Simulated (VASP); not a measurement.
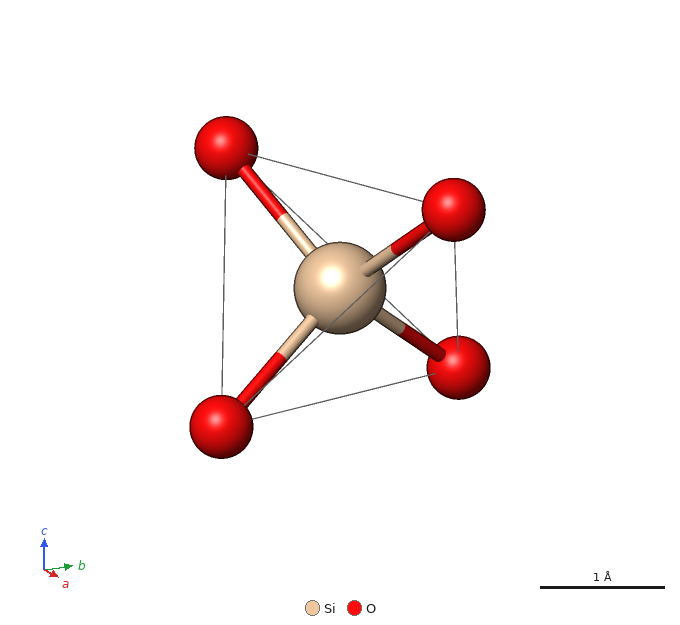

Coordination of Si in SiO2 (I-42d). The shape measure S (0 to 100) is the computed least-squares distance from an ideal polyhedron; S = 0 means ideal. Origin: a cell listed in the Materials Project, as set up for an electronic-structure calculation.

### What geometry does the central atom have?

SiO4: an essentially ideal tetrahedron (coordination number 4, S = 0.02; next best see-saw, S = 9.3).

### Does the central atom sit at the centroid of its ligands?

Yes, to within 0.01 Å; the site symmetry is -4.

### How long are the bonds?

4 × Si–O 1.61 Å. The next neighbour, not counted, lies at 3.08 Å.
